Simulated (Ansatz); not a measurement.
Single-point calculation, with input and output: GeSi₇

System: GeSi₇ (8 atoms in the cell).
Method: DFT r2SCAN, scalar-relativistic, plane waves, PAW, no spin polarisation (Ansatz 0.2.0).

The structure derives from a Materials Project entry. It belongs to a series of runs on one base structure; here: all atoms moved at random (sigma 0.03 A a component). Figures and captions count atoms from 1; the log counts them from 0 in places.

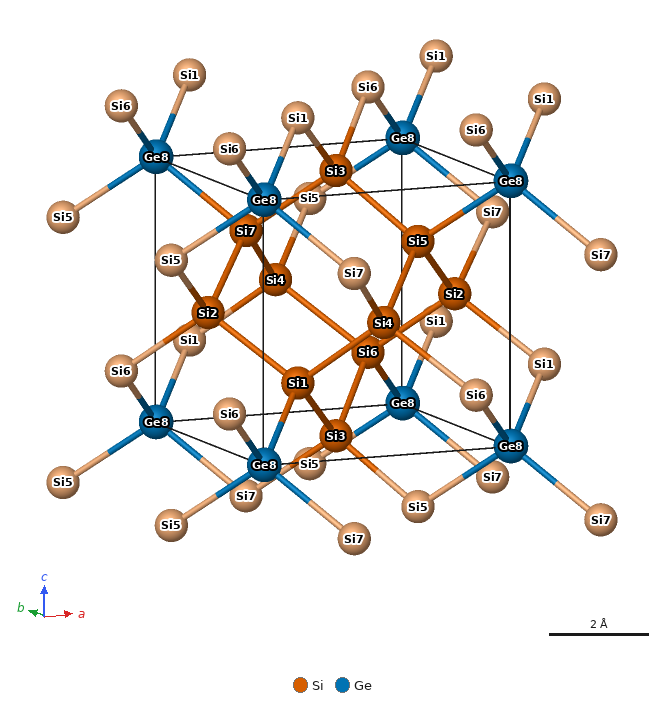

The structure (ball-and-stick view of the cell of the calculation, seen slightly off an axis; neighbours outside the cell are drawn fainter; atoms are numbered from 1 in the order of the input).

## Input
```yaml
crystal:
  lattice:
    - [5.46539507, 0.0, 0.0]
    - [0.0, 5.46539507, 0.0]
    - [0.0, 0.0, 5.46539507]
  atoms:
    - { symbol: Si, position: [0.2506109994, 0.2525677113, 0.2522915577] }
    - { symbol: Si, position: [-0.0028632837, 0.5038138291, 0.4952971479] }
    - { symbol: Si, position: [0.5108550583, 0.4923162859, -0.0039640004] }
    - { symbol: Si, position: [0.4886582621, 0.0009846507, 0.5040180515] }
    - { symbol: Si, position: [0.739595075, 0.2569731401, 0.750855184] }
    - { symbol: Si, position: [0.7509840656, 0.7447694523, 0.2531237476] }
    - { symbol: Si, position: [0.2577048457, 0.7473194072, 0.7465849762] }
    - { symbol: Ge, position: [0.0044549775, 0.0012555233, 0.0017933355] }
basis:
  ecutwfc: 500
kpoints:
  mp_grid: { grid: [6, 6, 6] }
hamiltonian:
  xc: r2scan
scf:
  occupations: { method: gaussian, width: 0.05 }
output:
  forces: true
  stress: true
  eigenvalues: true
  write_density: true
  write_potential: true
  elf: true
  volumetric_format: npy
```

Hardware: 2 threads of Intel Xeon (Granite Rapids), 192 GiB of memory available, shared host.

Launch command:
```bash
ansatz run input.yaml --threads 2 --pin off --max-ram 5120MiB --backend cpu --events-out ev --progress --plain --runs-dir out
```

## Log
```
Engine: ansatz 0.2.0, x86_64-unknown-linux-gnu
Pseudopotentials: kind: paw
Pseudopotential: Si, paw, valence charge 4, recommended cutoff 500 eV (meta_gga), Si.paw.azcp
Pseudopotential: Ge, paw, valence charge 14, recommended cutoff 500 eV (meta_gga), Ge.paw.azcp
Functional definition: r2SCAN
  parameter k0 = 0.174
  parameter k1 = 0.065
  parameter a1 = 4.9479
  exchange = r2scan_x(k0 = k0, k1 = k1, a1 = a1)
  correlation = r2scan_c
Crystal: 8 atoms, lattice volume = 163.254 Å³
Basis set: ecut = 500 eV, 4139 PW (Γ), exchange–correlation on 160×160×160 points (64 copies of the dense FFT grid, shifted against one another)
Bands: 29, of which v1, the nominal top of the filled ones, is band 21 counted from 1 (20 counted from 0)
Symmetry: 1 space group operations
Space group: P1 (ITA 1), of the structure as read, at distance tolerance 5.5e-5 Å
k-points: 112 of 216 (time reversal used)
Non-local potential: Si, projectors of the file, l = 0: 2, l = 1: 2, l = 2: 2
Non-local potential: Ge, projectors of the file, l = 0: 2, l = 1: 2, l = 2: 3, l = 3: 1
PAW form: soft (Blöchl's): semilocal exchange-correlation on the pseudo side does not see the compensation charge
PAW frozen core: Si, regenerated for the run's functional (the file was generated under x = pbe(κ = 0.804, μ = 0.2195149727645171), c = pbe(β = 0.06672455060314922))
PAW frozen core: Ge, regenerated for the run's functional (the file was generated under x = pbe(κ = 0.804, μ = 0.2195149727645171), c = pbe(β = 0.06672455060314922))
PAW one-centre angular grid: Si, 302 points (default); XC on 160 Gauss nodes
PAW one-centre angular grid: Ge, 590 points (default); XC on 160 Gauss nodes
Initial density: superposition of atomic densities (neutral atoms: chi_scale 0, normalization atom), corrected by the library's trained network
Initial wavefunctions: pseudopotential atomic-orbital guess
Functional: x = r2scan, c = r2scan; τ floored in thin density (d = 2e-4 eV/Å³)
SCF iter   1: F=—  HF=-8776.128889 eV  |F-HF|=—  |Δ(HF+E_count)|=         —  Δρ=4.01e-3  dr2=2.95e-2  dr2_τ=4.52e-2  ethr=1.77e-3  ⟨swp⟩=7.9  Hψ=17422  notcnv=0  defer=1
preconditioner: auto → Resta (q_TF=auto, 2.176 Å⁻¹)  ε∞=4.8  [insulator: Δε(μ)=0.464 eV  Ē_g=8.457 eV  σ=0.050 eV  W_gap=1.00  n_scr=26 (ndim 8)  ℏωp=16.4 eV  f_vac=0.000  D(μ)=0.00/eV (n_scr^D=0)  ε∞_Penn≈4.8]
SCF iter   2: F=—  HF=-8776.181751 eV  |F-HF|=—  |Δ(HF+E_count)|=   5.29e-2  Δρ=2.15e-3  dr2=6.44e-3  dr2_τ=4.35e-5  ethr=7.03e-5  ⟨swp⟩=2.1  Hψ=7057  notcnv=0  defer=346
SCF iter   3: F=—  HF=-8776.180753 eV  |F-HF|=—  |Δ(HF+E_count)|=   9.98e-4  Δρ=1.13e-3  dr2=1.58e-3  dr2_τ=1.47e-5  ethr=1.53e-5  ⟨swp⟩=2.0  Hψ=3462  notcnv=0  defer=346
SCF iter   4: F=—  HF=-8776.180446 eV  |F-HF|=—  |Δ(HF+E_count)|=   3.07e-4  Δρ=1.21e-4  dr2=2.06e-5  dr2_τ=3.08e-7  ethr=3.77e-6  ⟨swp⟩=2.6  Hψ=4342  notcnv=0  defer=346
SCF iter   5: F=—  HF=-8776.180451 eV  |F-HF|=—  |Δ(HF+E_count)|=   4.60e-6  Δρ=2.85e-5  dr2=1.47e-6  dr2_τ=1.49e-8  ethr=4.91e-8  ⟨swp⟩=2.0  Hψ=5201  notcnv=0  defer=346
SCF iter   6: F=-8776.180451 eV  HF=-8776.180451 eV  |F-HF|=1.01e-8  |Δ(HF+E_count)|=   5.76e-7  Δρ=5.05e-6  dr2=6.02e-8  dr2_τ=5.91e-10  ethr=2.38e-10  ⟨swp⟩=12.6  Hψ=25408  notcnv=0
SCF 1 converged in 6 iterations: F = -8776.180451 eV  dr2 = 6.02e-8
  greatest PAW one-centre occupation: 0.998 electrons in one spin orbital (limit 2), on the Ge atom at site 7 (counted from 0), in its partial waves of l = 2
SCF converged after 6 iterations
Free energy (F): -8776.180451 eV
Harris-Foulkes:  -8776.180451 eV  (|F-HF|=1.01e-8)
Internal energy: -8776.180451 eV  (E = F + TS)
E sigma→0 (E₀):  -8776.180451 eV
Fermi energy:    6.702168 eV
--- Per-component energies (eV) ---
  E_band       = -148.513128
  E_kinetic    = 394.415425
  E_local      = -3212.965368  (includes V_loc(G=0)·N_el)
  E_nonlocal   = 595.559860
  E_hartree    = 1408.710695
  E_xc         = -429.930315
  E_vxc        = -416.510974  (∫ρ·V_xc dr)
  E_paw        = -5671.034486  (= ΣΔE_a)
  E_vpaw       = -343.882184  (= ΣTr[D̂ρ^β])
  E_aug_tail   = 0.000039  (compensation charges beyond the density's cutoff)
  E_vtau       = 17.450150  (kinetic-family band-sum trace: ∫τ·v_τ [+ j·A + Jᵃ·Aᵃ] dr)
  E_ewald      = -1859.315505
  E_core_change = -1.620797  (= ΣΔE_core)
  E_smearing   = -0.000000  (= −TS)
  E_closure    = 0.000000  (closes the sum)
  Σ components = -8776.180451   (vs F -8776.180451, Δ=0.00e0)
--- Forces (eV/Å), atoms counted from 1 ---
  atom   1  Si     0.13130631     0.25151184    -0.07009912
  atom   2  Si     0.25026919    -0.31786027     0.59652814
  atom   3  Si    -0.98469589     0.86536465     0.79692839
  atom   4  Si     0.86214384     0.01915161    -0.42330800
  atom   5  Si     1.05185369    -0.88784016    -0.82390199
  atom   6  Si    -0.49033501     0.61509069    -0.13326103
  atom   7  Si    -0.46001767    -0.42098256     0.35577376
  atom   8  Ge    -0.36052532    -0.12443411    -0.29865489
  max |Σ_I F_I| component: 5.25e-6 eV/Å
--- Stress (GPa, compression-positive) ---
        0.352763      -0.431535      -0.317335
       -0.431535       0.545301       0.237628
       -0.317335       0.237628       0.588126
  P = ⅓ Tr σ = 0.4954 GPa (4.954 kbar)
--- Band table (eV; the first three rows and the last of 112) ---
  k-point 0: bands = ["-18.2796", "-18.2766", "-18.2749", "-18.2481", "-18.2473", "-6.2029", "-2.3325", "-2.0313", "-1.9539", "-1.7642", "-1.5697", "-1.5446", "3.2646", "3.3328", "3.3610", "3.4256", "3.4341", "3.4686", "6.3836", "6.4437", "6.4582", "6.9459", "7.3031", "7.3822", "7.4216", "7.4933", "7.5649", "9.1655", "9.1783"]
  k-point 1: bands = ["-18.2796", "-18.2766", "-18.2749", "-18.2480", "-18.2473", "-6.0774", "-3.1719", "-2.1946", "-1.8621", "-1.6949", "-1.5656", "-0.4060", "2.9917", "3.0236", "3.1363", "3.1599", "3.5068", "3.5279", "5.6904", "5.9528", "6.0026", "7.1181", "7.6498", "7.9005", "7.9963", "8.0741", "8.1451", "8.9261", "9.8001"]
  k-point 2: bands = ["-18.2796", "-18.2766", "-18.2749", "-18.2480", "-18.2473", "-5.7042", "-4.2204", "-2.1208", "-1.7803", "-1.6030", "-1.5018", "1.0931", "2.5206", "2.5646", "2.6448", "2.6923", "3.8216", "3.8690", "4.2909", "5.1533", "5.1874", "7.3056", "8.2676", "8.6327", "9.2958", "9.3875", "9.5347", "9.6267", "10.9580"]
  k-point 111: bands = ["-18.2797", "-18.2768", "-18.2750", "-18.2478", "-18.2471", "-4.0647", "-3.7747", "-3.6822", "-3.6655", "-1.1498", "-0.8376", "-0.8106", "-0.7587", "4.8171", "4.9137", "5.0020", "5.1423", "5.1582", "5.2337", "5.3439", "5.3749", "7.7504", "8.1927", "8.2206", "8.2391", "9.7904", "9.8188", "9.9501", "9.9848"]
```

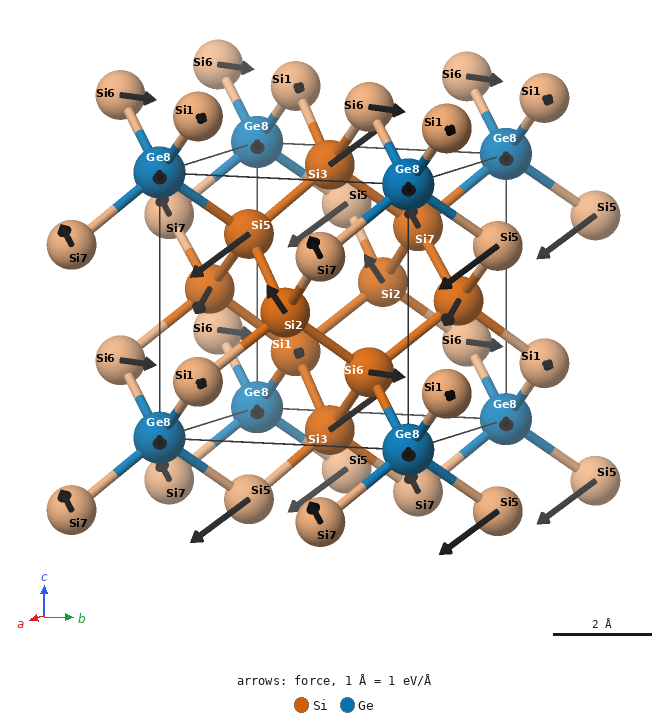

Forces on the atoms as black arrows (ball-and-stick view of the cell of the calculation, seen slightly off an axis; neighbours outside the cell are drawn fainter; atoms are numbered from 1 in the order of the input). The largest act on Si5 (1.60 eV/Å); Si3 (1.53 eV/Å); Si4 (0.96 eV/Å); Si6 (0.80 eV/Å), among others. The geometry is not a stationary point of this energy.

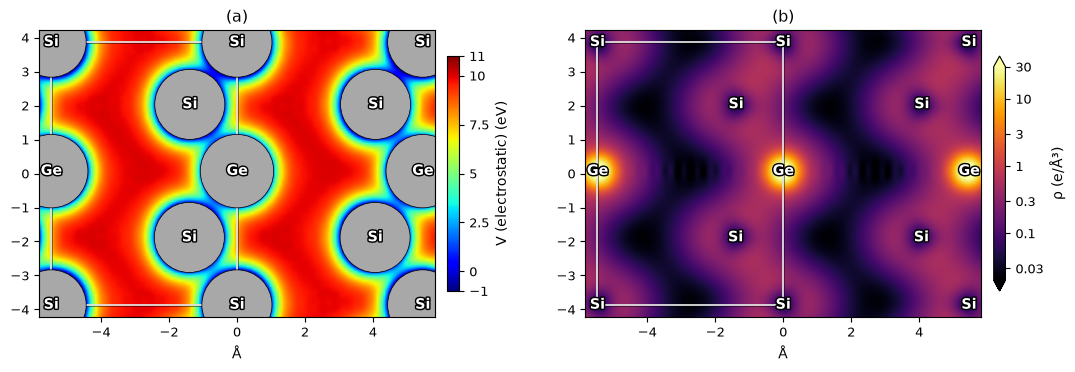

(a) electrostatic potential (local pseudopotential plus Hartree) felt by an electron; (b) valence electron density on the (101) plane of the conventional cell. Grey discs, where drawn, cover atomic cores. The section cuts through Si and Ge sites. Si–Si (2.30 Å): the density is about 0.63 e/Å³ at the midpoint, a local maximum along the line. Si–Ge (2.40 Å): ρ is about 0.55 e/Å³ halfway. Si–Si (2.43 Å): ρ at the midpoint is about 0.53 e/Å³, a local maximum along the line. Away from the nuclei the density in this plane falls to 0.01 e/Å³ at its lowest. Outside the cores the potential energy rises away from the atoms and is highest about 2.2 Å from the nearest atoms; outside the discs it spans about 11 eV, and its zero is arbitrary. The fields are those of the smooth PAW valence density.

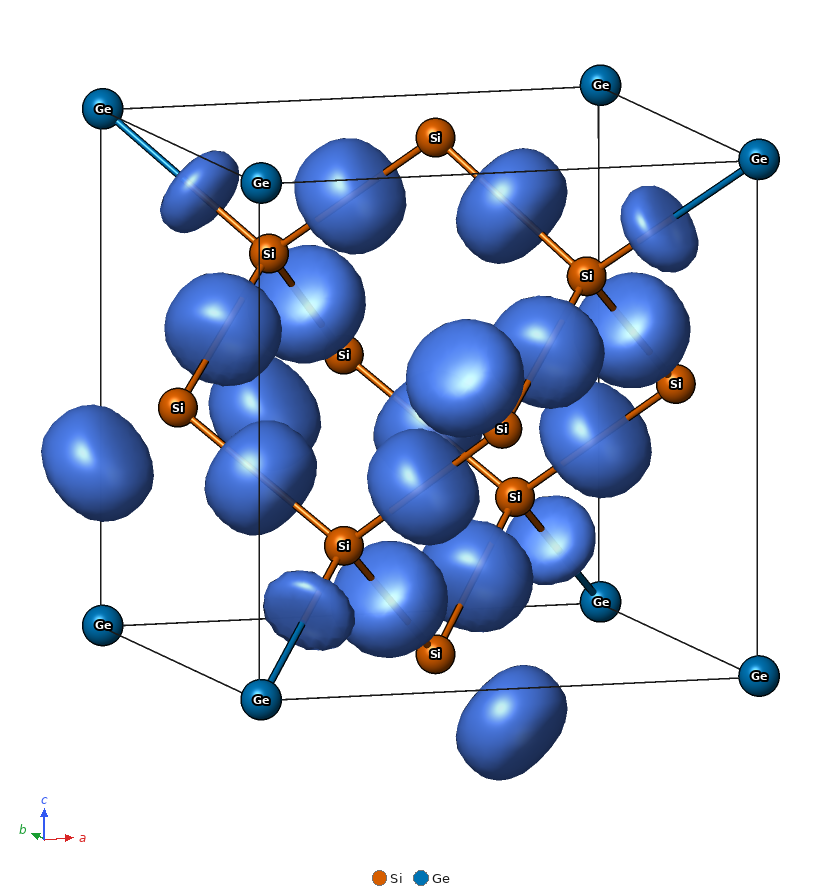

Isosurface of the electron localisation function at 0.85 (blue), seen slightly off an axis. Core shells and regions of very low density are left out. Sticks mark near contacts. The outline is the cell set on symmetry axes. The ELF exceeds this value in four regions between bonded Ge–Si atoms (shared pairs) and twelve regions between bonded Si–Si atoms (shared pairs), counted in one cell of 8 atoms. Profiles from the grid: Si–Si (2.24 Å): the ELF peaks at about 0.95 between the atoms, which marks localised, shared-pair bonding. Si–Ge (2.36 Å): the ELF peaks at about 0.95 between the atoms (a shared electron pair).

## Summary

| quantity | value |
| --- | --- |
| outcome | converged |
| space group (tolerance 0.01 Å) | P1 (1) |
| electrons treated | 42 |
| free energy | −8776.1805 eV |
| Fermi energy | 6.702 eV |
| gap on the k-point mesh | 0.49 eV |
| pressure | 0.50 GPa |
| largest force (length of the vector) | 1.604 eV/Å |
| wall time | 28 s (CPU time 55 s) |
| peak memory | 0.96 GiB |
